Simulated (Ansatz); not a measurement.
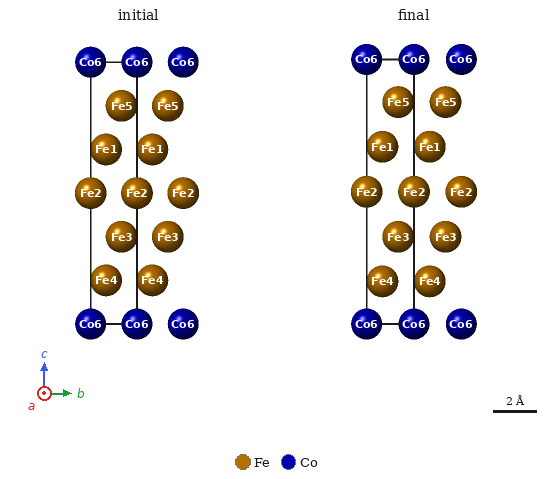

The structure of crystalline Fe₅Co (a generated structure, set up in P-3m1) (coarse preliminary run) before (left) and after (right) a relaxation, at one scale.

The picture is a spheres-only view of the cell of the calculation, repeated 1 × 2 × 1 with one cell outlined, seen along the a axis.

These are results of DFT PBE, scalar-relativistic, plane waves, PAW in Ansatz, not measurements. (plane-wave cutoff 420 eV; k-point mesh 6 × 6 × 2; occupations gaussian; smearing width 0.1 eV; collinear spin; cell and atoms relaxed; force threshold 0.04 eV/Å; at most 70 steps)

**Describe what moved and what it gained.**

The largest moves relative to the cell, 0.068 Å, are those of Fe4 and Fe5. Fe5 goes along +c. Co stays in place. The drawn cell changes as follows: a = b 2.510 → 2.567 Å (+2.3 %), c 12.298 → 12.427 Å (+1.1 %); the volume changes by +5.7 %. Near-neighbour distances that change, for instance: Fe1–Fe2 2.510 → 2.582 Å, Fe1–Fe1 2.510 → 2.567 Å, Co6–Co6 2.510 → 2.567 Å, Fe4–Co6 2.510 → 2.491 Å. The space group stays P-3m1 (No. 164). The energy falls by 28.4 meV per atom in 4 accepted moves (5 points after the start). The largest force component goes from 0.49 to 0.0089 eV/Å. The pressure goes from 9.27 to 0.08 GPa. The SCF was repeated once at an unchanged geometry on a basis and grid sized afresh for the cell, which shifted the energy by 0.6 meV per atom at most. The run took 78 s on 4 threads of AMD EPYC (Zen 3), on a shared host, peak memory 0.55 GiB.

Limits of the set-up: the k-point mesh is coarse for a cell with partly filled bands.
